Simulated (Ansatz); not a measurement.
**Run report: Mg12O13, geometry relaxation (part 2 of 2)**

Continued. System: Mg12O13 (slab, 25 atoms in the cell). Method: DFT PBE, scalar-relativistic, plane waves, PAW, PAW set soft_1, spin-polarised (Ansatz 0.2.0); cutoff 420 eV, 2×2×1 k-mesh, Fermi–Dirac smearing of 0.02 eV, collinear spins. The structure derives from an entry of the Crystallography Open Database. The input holds or restrains some coordinates. Forces given for the steps count only the free coordinates. It belongs to a series of runs on one base structure; here: start relaxed.

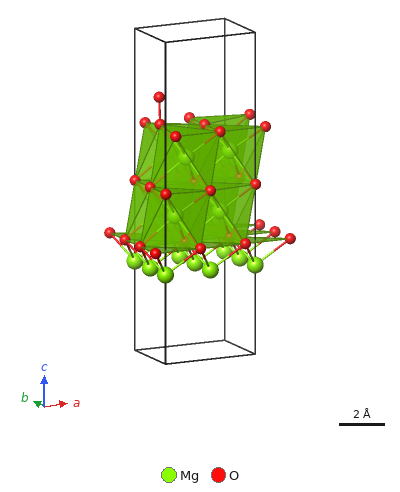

**Figure 1.** The geometry at step 4 of the log (polyhedral view of the cell of the calculation, with the vacuum cut short, seen slightly off an axis; polyhedra are completed across the faces of the cell).

**Output, continued**
```
--- Relaxed structure (6 steps of the walk, 6 accepted, 0 SCFs on fresh bases) ---
  F+E_penalty+E_count = -30473.04774237 eV   max|allowed force component| = 4.288e-2 eV/Å
  atoms:
    - { symbol: Mg, position: [0.0, 0.0, 0.05338969999999999] }
    - { symbol: O, position: [0.3333333, 0.8333332999999999, 0.11457649999999998] }
    - { symbol: Mg, position: [-2.7755575615628914e-17, 0.5, 0.05338969999999999] }
    - { symbol: O, position: [0.33333329999999994, 0.3333333, 0.11457649999999998] }
    - { symbol: Mg, position: [0.49999999999999994, 0.0, 0.05338969999999999] }
    - { symbol: O, position: [0.8333333, 0.8333332999999999, 0.11457649999999998] }
    - { symbol: Mg, position: [0.5, 0.5, 0.05338969999999999] }
    - { symbol: O, position: [0.8333333, 0.3333333, 0.11457649999999998] }
    - { symbol: Mg, position: [0.66762242431078, 0.664739510418202, 0.18827289149774845] }
    - { symbol: O, position: [0.002708394927280866, 0.5027640593017156, 0.25061336692573866] }
    - { symbol: Mg, position: [0.6676221619192075, 0.1676367180785921, 0.18826930244397921] }
    - { symbol: O, position: [0.0027045848207865666, -0.005476657618479108, 0.2506084509296142] }
    - { symbol: Mg, position: [0.16663654915180942, 0.6666763261373654, 0.18719923057417048] }
    - { symbol: O, position: [0.4944980553672058, 0.5027447085915928, 0.25059362769272286] }
    - { symbol: Mg, position: [0.16473236907800382, 0.1676336604380753, 0.18828986202036083] }
    - { symbol: O, position: [0.5000205257995355, -5.97243669035994e-6, 0.24646784688858214] }
    - { symbol: Mg, position: [0.33987417045286256, 0.32005638501677913, 0.3208095858816977] }
    - { symbol: O, position: [0.6618309462401487, 0.1621435286847365, 0.3808296726747311] }
    - { symbol: Mg, position: [0.33988374060273424, 0.8400391505182364, 0.3207879453353705] }
    - { symbol: O, position: [0.6617970278013874, 0.6760032541014426, 0.3808210120100069] }
    - { symbol: Mg, position: [0.8332234532780632, 0.3333749388600178, 0.3292576527668451] }
    - { symbol: O, position: [0.17586119209937226, 0.1620231192381038, 0.38080975481170265] }
    - { symbol: Mg, position: [0.8199810720425358, 0.8399903569560948, 0.3208745224729449] }
    - { symbol: O, position: [0.16643888502281423, 0.6667140946047894, 0.405112988309277] }
    - { symbol: O, position: [0.16471364303700625, 0.6675094847106608, 0.47012392720604385] }
```

**Trajectory as extended XYZ (Å, eV, eV/Å), 6 frames, from step=1 to step=6**
```
25
Lattice="5.6144 0.0000 0.0000 2.8072 4.8622 0.0000 0.0000 0.0000 18.7302" Properties=species:S:1:pos:R:3:forces:R:3 step=1 energy=-30469.95625
Mg    0.0000    0.0000    1.0000   -0.0001  -0.0073  -1.6547
O     4.2108    4.0519    2.1460   -0.0222  -0.0135  -1.2375
Mg    1.4036    2.4311    1.0000    0.0063   0.0037  -1.6546
O     2.8072    1.6207    2.1460    0.0007   0.0259  -1.2376
Mg    2.8072    0.0000    1.0000    0.0001   0.0000  -1.6379
O     7.0180    4.0519    2.1460    0.0223  -0.0128  -1.2380
Mg    4.2108    2.4311    1.0000   -0.0063   0.0036  -1.6550
O     5.6144    1.6207    2.1460   -0.0009   0.0004  -1.1083
Mg    5.6144    3.2415    3.2921    0.0018   0.1188   1.7769
O     1.4036    2.4311    4.4381    0.4425   0.2541  -1.6386
Mg    4.2108    0.8104    3.2921   -0.1022  -0.0608   1.7768
O     0.0000    0.0000    4.4381    0.0016  -0.5118  -1.6360
Mg    2.8072    3.2415    3.2921   -0.0020   0.0008   1.5160
O     4.2108    2.4311    4.4381   -0.4503   0.2604  -1.6219
Mg    1.4036    0.8104    3.2921    0.1022  -0.0587   1.7775
O     2.8072    0.0000    4.4381    0.0006  -0.0003  -2.1358
Mg    2.8072    1.6207    5.5842   -0.0047  -1.5389   2.5960
O     4.2108    0.8104    6.7302   -0.1027  -0.0429  -0.2670
Mg    4.2108    4.0519    5.5842    1.3301   0.7728   2.6023
O     5.6144    3.2415    6.7302   -0.0170   0.1112  -0.2671
Mg    5.6144    1.6207    5.5842   -0.0018   0.0007   3.2755
O     1.4036    0.8104    6.7302    0.0981  -0.0601  -0.2684
Mg    7.0180    4.0519    5.5842   -1.3357   0.7705   2.5654
O     2.8072    3.2415    6.7302   -0.0943   0.0365   4.5411
O     2.7532    3.2626    8.0702    0.1342  -0.0524  -3.1624
25
Lattice="5.6144 0.0000 0.0000 2.8072 4.8622 0.0000 0.0000 0.0000 18.7302" Properties=species:S:1:pos:R:3:forces:R:3 step=2 energy=-30471.74283
Mg    0.0000    0.0000    1.0000   -0.0002  -0.0122  -1.3630
O     4.2108    4.0519    2.1460   -0.0203  -0.0125  -0.3837
Mg    1.4036    2.4311    1.0000    0.0105   0.0062  -1.3630
O     2.8072    1.6207    2.1460    0.0008   0.0238  -0.3837
Mg    2.8072    0.0000    1.0000    0.0002  -0.0001  -1.3296
O     7.0180    4.0519    2.1460    0.0201  -0.0115  -0.3840
Mg    4.2108    2.4311    1.0000   -0.0106   0.0061  -1.3633
O     5.6144    1.6207    2.1460   -0.0010   0.0004  -0.2151
Mg    5.6144    3.2392    3.3722    0.0006   0.0719   1.2089
O     1.4119    2.4358    4.5413    0.2239   0.1296  -1.0443
Mg    4.2128    0.8116    3.3722   -0.0621  -0.0365   1.2090
O     0.0001   -0.0096    4.5414   -0.0001  -0.2595  -1.0438
Mg    2.8072    3.2415    3.3673   -0.0006   0.0003   1.1299
O     4.2022    2.4361    4.5418   -0.2276   0.1316  -1.0387
Mg    1.4017    0.8115    3.3721    0.0619  -0.0357   1.2088
O     2.8073    0.0000    4.5146   -0.0002  -0.0001  -1.2985
Mg    2.8070    1.5959    5.7617   -0.0041  -1.0617   1.3364
O     4.2070    0.8087    6.9030   -0.0775  -0.0388  -0.3027
Mg    4.2323    4.0645    5.7617    0.9195   0.5323   1.3431
O     5.6139    3.2456    6.9031   -0.0060   0.0866  -0.3117
Mg    5.6143    1.6208    5.7710    0.0001   0.0025   2.0276
O     1.4069    0.8084    6.9033    0.0743  -0.0440  -0.3135
Mg    6.9969    4.0640    5.7615   -0.9246   0.5305   1.3155
O     2.8087    3.2409    6.9252   -0.0719   0.0278   3.3547
O     2.7569    3.2611    8.2203    0.0950  -0.0370  -1.9960
25
Lattice="5.6144 0.0000 0.0000 2.8072 4.8622 0.0000 0.0000 0.0000 18.7302" Properties=species:S:1:pos:R:3:forces:R:3 step=3 energy=-30472.66814
Mg    0.0000    0.0000    1.0000   -0.0004  -0.0197  -1.0446
O     4.2108    4.0519    2.1460   -0.0304  -0.0177   0.1809
Mg    1.4036    2.4311    1.0000    0.0170   0.0101  -1.0444
O     2.8072    1.6207    2.1460    0.0002   0.0350   0.1809
Mg    2.8072    0.0000    1.0000    0.0003  -0.0001  -1.0031
O     7.0180    4.0519    2.1460    0.0295  -0.0169   0.1804
Mg    4.2108    2.4311    1.0000   -0.0171   0.0098  -1.0451
O     5.6144    1.6207    2.1460   -0.0010   0.0004   0.3941
Mg    5.6142    3.2373    3.4471   -0.0011  -0.0399   0.2124
O     1.4194    2.4403    4.5940    0.0557   0.0333  -0.0130
Mg    4.2143    0.8126    3.4471    0.0340   0.0208   0.2124
O     0.0000   -0.0184    4.5941   -0.0023  -0.0641  -0.0125
Mg    2.8070    3.2416    3.4407    0.0001  -0.0001   0.2351
O     4.1941    2.4408    4.5948   -0.0551   0.0303  -0.0139
Mg    1.4000    0.8124    3.4469   -0.0347   0.0199   0.2121
O     2.8071    0.0000    4.5357    0.0005   0.0008  -0.0135
Mg    2.8065    1.5580    5.8882    0.0068  -0.1758   0.0719
O     4.1963    0.8026    6.9941    0.0238   0.0079   0.0904
Mg    4.2650    4.0837    5.8884    0.1511   0.0837   0.0720
O     5.6138    3.2578    6.9931    0.0060  -0.0260   0.0983
Mg    5.6140    1.6210    5.9256   -0.0070   0.0002   0.7146
O     1.4168    0.8026    6.9935   -0.0257   0.0159   0.1031
Mg    6.9640    4.0828    5.8874   -0.1568   0.0949   0.0646
O     2.8099    3.2404    7.1200   -0.0002   0.0000   0.6286
O     2.7609    3.2596    8.3488    0.0072  -0.0027   0.5394
25
Lattice="5.6144 0.0000 0.0000 2.8072 4.8622 0.0000 0.0000 0.0000 18.7302" Properties=species:S:1:pos:R:3:forces:R:3 step=4 energy=-30472.94263
Mg    0.0000    0.0000    1.0000   -0.0003  -0.0244  -0.8637
O     4.2108    4.0519    2.1460   -0.0393  -0.0226   0.4660
Mg    1.4036    2.4311    1.0000    0.0210   0.0124  -0.8636
O     2.8072    1.6207    2.1460   -0.0001   0.0450   0.4656
Mg    2.8072    0.0000    1.0000    0.0002  -0.0001  -0.8066
O     7.0180    4.0519    2.1460    0.0375  -0.0217   0.4650
Mg    4.2108    2.4311    1.0000   -0.0212   0.0122  -0.8643
O     5.6144    1.6207    2.1460   -0.0015   0.0006   0.7049
Mg    5.6140    3.2333    3.4905    0.0000   0.0118   0.0720
O     1.4215    2.4418    4.6518    0.0174   0.0089  -0.0027
Mg    4.2177    0.8147    3.4905   -0.0104  -0.0060   0.0713
O    -0.0004   -0.0210    4.6520    0.0019  -0.0198  -0.0026
Mg    2.8070    3.2416    3.4851   -0.0007   0.0003   0.0763
O     4.1917    2.4420    4.6526   -0.0157   0.0101  -0.0025
Mg    1.3963    0.8145    3.4903    0.0090  -0.0052   0.0725
O     2.8069    0.0001    4.5809   -0.0018   0.0000   0.0448
Mg    2.8065    1.5492    5.9659    0.0001   0.0814  -0.0172
O     4.1938    0.8005    7.0749   -0.0389  -0.0211   0.0397
Mg    4.2724    4.0882    5.9663   -0.0712  -0.0398  -0.0180
O     5.6145    3.2608    7.0745   -0.0013   0.0443   0.0440
Mg    5.6135    1.6211    6.0357   -0.0015  -0.0007   0.3051
O     1.4188    0.8017    7.0754    0.0397  -0.0230   0.0385
Mg    6.9561    4.0875    5.9645    0.0738  -0.0411  -0.0236
O     2.8108    3.2401    7.3152   -0.0222   0.0085   0.7147
O     2.7672    3.2571    8.5450    0.0256  -0.0100  -0.1167
25
Lattice="5.6144 0.0000 0.0000 2.8072 4.8622 0.0000 0.0000 0.0000 18.7302" Properties=species:S:1:pos:R:3:forces:R:3 step=5 energy=-30473.03573
Mg    0.0000    0.0000    1.0000   -0.0003  -0.0238  -0.8049
O     4.2108    4.0519    2.1460   -0.0452  -0.0260   0.5733
Mg    1.4036    2.4311    1.0000    0.0205   0.0121  -0.8048
O     2.8072    1.6207    2.1460   -0.0001   0.0518   0.5730
Mg    2.8072    0.0000    1.0000    0.0002  -0.0001  -0.7456
O     7.0180    4.0519    2.1460    0.0437  -0.0252   0.5726
Mg    4.2108    2.4311    1.0000   -0.0207   0.0119  -0.8053
O     5.6144    1.6207    2.1460   -0.0014   0.0005   0.8314
Mg    5.6141    3.2333    3.5067    0.0002   0.0236   0.0533
O     1.4214    2.4417    4.6738    0.0538   0.0309   0.0478
Mg    4.2177    0.8147    3.5067   -0.0204  -0.0121   0.0532
O    -0.0003   -0.0208    4.6739    0.0007  -0.0622   0.0476
Mg    2.8070    3.2416    3.5013   -0.0006   0.0003   0.0057
O     4.1921    2.4419    4.6744   -0.0529   0.0312   0.0474
Mg    1.3963    0.8145    3.5066    0.0196  -0.0114   0.0537
O     2.8069    0.0001    4.6012   -0.0005  -0.0003  -0.0066
Mg    2.8065    1.5555    5.9942    0.0021  -0.0184  -0.0114
O     4.1824    0.7940    7.1047    0.0174   0.0094   0.0202
Mg    4.2670    4.0850    5.9944    0.0162   0.0079  -0.0125
O     5.6144    3.2739    7.1045    0.0007  -0.0199   0.0223
Mg    5.6135    1.6211    6.0983   -0.0011   0.0001   0.1377
O     1.4303    0.7950    7.1050   -0.0163   0.0098   0.0237
Mg    6.9615    4.0843    5.9931   -0.0158   0.0100  -0.0114
O     2.8105    3.2402    7.5152   -0.0100   0.0039   0.1173
O     2.7796    3.2527    8.7343    0.0102  -0.0041   0.0188
25
Lattice="5.6144 0.0000 0.0000 2.8072 4.8622 0.0000 0.0000 0.0000 18.7302" Properties=species:S:1:pos:R:3:forces:R:3 step=6 energy=-30473.04774
Mg    0.0000    0.0000    1.0000    0.0003  -0.0128  -0.7417
O     4.2108    4.0519    2.1460   -0.0396  -0.0223   0.6565
Mg    1.4036    2.4311    1.0000    0.0111   0.0062  -0.7418
O     2.8072    1.6207    2.1460   -0.0007   0.0455   0.6564
Mg    2.8072    0.0000    1.0000   -0.0003   0.0001  -0.6686
O     7.0180    4.0519    2.1460    0.0392  -0.0228   0.6562
Mg    4.2108    2.4311    1.0000   -0.0112   0.0065  -0.7418
O     5.6144    1.6207    2.1460    0.0004  -0.0001   0.9440
Mg    5.6144    3.2321    3.5264    0.0005  -0.0019  -0.0394
O     1.4266    2.4446    4.6940   -0.0236  -0.0136   0.0329
Mg    4.2189    0.8151    3.5263    0.0017   0.0005  -0.0386
O    -0.0002   -0.0266    4.6939   -0.0002   0.0270   0.0330
Mg    2.8071    3.2415    3.5063   -0.0001   0.0001   0.0117
O     4.1876    2.4445    4.6937    0.0223  -0.0130   0.0336
Mg    1.3955    0.8151    3.5267   -0.0025   0.0015  -0.0429
O     2.8073    0.0000    4.6164   -0.0021   0.0008  -0.0131
Mg    2.8067    1.5562    6.0088    0.0022  -0.0253   0.0275
O     4.1710    0.7884    7.1330    0.0135   0.0075  -0.0258
Mg    4.2664    4.0845    6.0084    0.0219   0.0112   0.0288
O     5.6133    3.2869    7.1329    0.0004  -0.0154  -0.0246
Mg    5.6139    1.6209    6.1671   -0.0015   0.0001  -0.0304
O     1.4422    0.7878    7.1326   -0.0128   0.0075  -0.0252
Mg    6.9618    4.0842    6.0100   -0.0226   0.0141   0.0214
O     2.8061    3.2417    7.5878    0.0009   0.0001   0.0188
O     2.7986    3.2456    8.8055    0.0028  -0.0013   0.0130
```

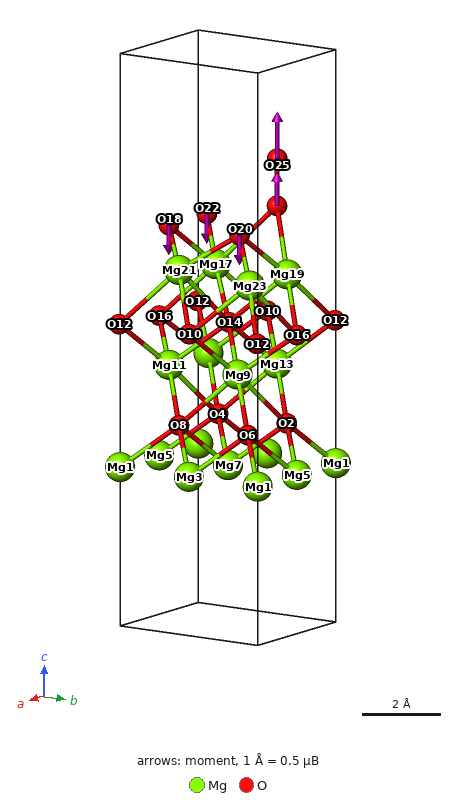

**Figure 2.** Magnetic moments of the sites as pink arrows (ball-and-stick view of the cell of the calculation, with the vacuum cut short, seen slightly off an axis; atoms are numbered from 1 in the order of the input); small moments hardly show. The run is collinear, so the axis drawn is arbitrary. Site moments: O25 (0.61 μB); O24 (0.45 μB); O18, O20, O22 (−0.39 μB). They are counted near the atoms and needn't add up to the moment of the cell.

The run was set up as follows.

**The input**
```yaml
crystal:
  lattice:
    - [5.614428, 0.0, 0.0]
    - [2.807214, 4.862237, 0.0]
    - [0.0, 0.0, 18.730201]
  atoms:
    - { symbol: Mg, position: [0.0, 0.0, 0.0533897] }
    - { symbol: O, position: [0.3333333, 0.8333333, 0.1145765] }
    - { symbol: Mg, position: [0.0, 0.5, 0.0533897] }
    - { symbol: O, position: [0.3333333, 0.3333333, 0.1145765] }
    - { symbol: Mg, position: [0.5, 0.0, 0.0533897] }
    - { symbol: O, position: [0.8333333, 0.8333333, 0.1145765] }
    - { symbol: Mg, position: [0.5, 0.5, 0.0533897] }
    - { symbol: O, position: [0.8333333, 0.3333333, 0.1145765] }
    - { symbol: Mg, position: [0.6666667, 0.6666667, 0.1757632] }
    - { symbol: O, position: [0.0, 0.5, 0.23695] }
    - { symbol: Mg, position: [0.6666667, 0.1666667, 0.1757632] }
    - { symbol: O, position: [0.0, 0.0, 0.23695] }
    - { symbol: Mg, position: [0.1666667, 0.6666667, 0.1757632] }
    - { symbol: O, position: [0.5, 0.5, 0.23695] }
    - { symbol: Mg, position: [0.1666667, 0.1666667, 0.1757632] }
    - { symbol: O, position: [0.5, 0.0, 0.23695] }
    - { symbol: Mg, position: [0.3333333, 0.3333333, 0.2981367] }
    - { symbol: O, position: [0.6666667, 0.1666667, 0.3593235] }
    - { symbol: Mg, position: [0.3333333, 0.8333333, 0.2981367] }
    - { symbol: O, position: [0.6666667, 0.6666667, 0.3593235] }
    - { symbol: Mg, position: [0.8333333, 0.3333333, 0.2981367] }
    - { symbol: O, position: [0.1666667, 0.1666667, 0.3593235] }
    - { symbol: Mg, position: [0.8333333, 0.8333333, 0.2981367] }
    - { symbol: O, position: [0.1666667, 0.6666667, 0.3593235] }
    - { symbol: O, position: [0.1548795, 0.6710035, 0.4308657], spin: 1.0 }
magnetization:
  spin_polarized: true
basis:
  ecutwfc: 420.0
kpoints:
  mp_grid: { grid: [2, 2, 1] }
hamiltonian:
  xc: pbe
  pseudopotentials: { kind: paw, azcp: { folder: soft_1 } }
scf:
  occupations: { method: fermi_dirac, width: 0.02 }
  lower_state_search: "off"
relax:
  f_tol: 0.08
  max_steps: 25
  adjacent_minimum: "off"
  constraints: [{ sites: [0, 1, 2, 3, 4, 5, 6, 7] }]
```

Run as:
```bash
ansatz run input.yaml --threads 4 --pin off --max-ram 10240MiB --backend cpu --events-out ev --progress --plain --runs-dir out
```

**Summary**

```csv
quantity,value
outcome,converged under the restraints of the input
electrons treated,198
free energy,−30473.0477 eV
Fermi energy,0.872 eV
net moment of the cell,0.54 μB
integrated absolute moment,3.36 μB
final volume,511.31 Å³
"largest force (length of the vector) at the end, held atoms and coordinates included",0.944 eV/Å
hardware,"4 threads of AMD EPYC (Zen 3), 24 GiB of memory available, shared host"
wall time,49 s (CPU time 3 min)
peak memory,1.4 GiB
```

**Notes**

The k-point mesh is coarse for a cell of this size, so the results may not be converged.
